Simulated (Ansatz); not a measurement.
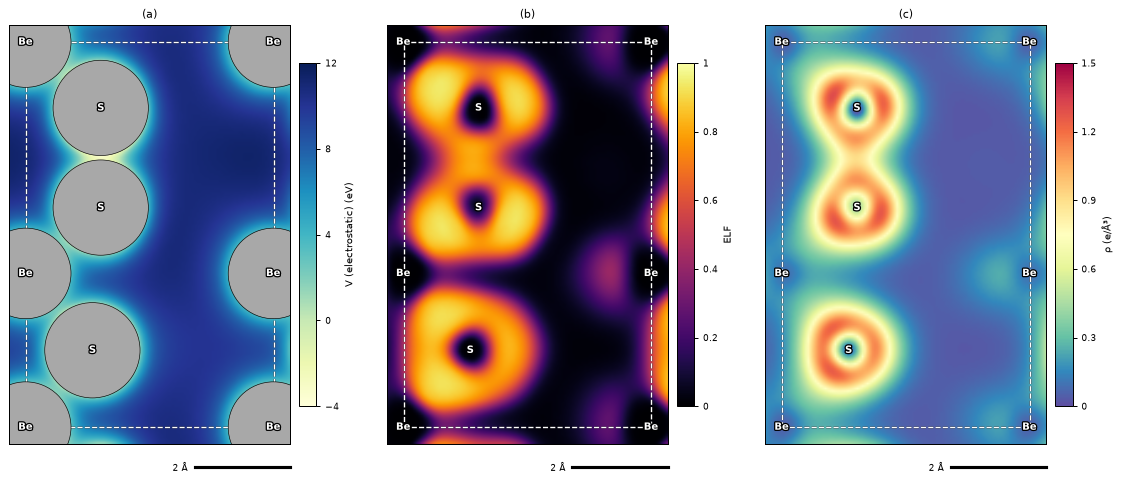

Figure 1: Be₂S₃. (a) electrostatic potential energy of an electron; (b) ELF; (c) valence pseudo-density on the (101) plane of the conventional cell. Grey discs cover the atomic cores in the potential map.

Space group C2; a generated structure, not necessarily the stable one; changed on purpose from its base cell (volume × 0.94, shape and atoms relaxed); computed pressure about 4 GPa in this cell.

Method: DFT PBE, scalar-relativistic, plane waves, PAW (Ansatz 0.2.0).

**What do the fields say about this system?**

Atoms in the plane: Be and S. Be–S (2.09 Å): the density is about 0.66 e/Å³ at the midpoint; the ELF peaks at about 0.95 between the atoms: a polar covalent bond. S–S (2.10 Å): ρ at the midpoint is about 0.92 e/Å³; the ELF peaks at about 0.80 between the atoms; a covalent bond. Be–S (2.13 Å): the density is about 0.62 e/Å³ at the midpoint; the ELF peaks at about 0.90 between the atoms, as expected for a polar covalent bond. Between the atoms the lowest density in this plane is 0.03 e/Å³. The ELF also peaks beside S, away from the bonds: lone-pair regions. Outside the cores the potential energy rises away from the atoms and is highest about 1.9 Å from the nearest atoms; its zero is arbitrary.

**Metal or insulator at this level of theory?**

It is gapped, with a Kohn–Sham gap of 1.3 eV on the k-point mesh, an upper bound to the gap of this method.
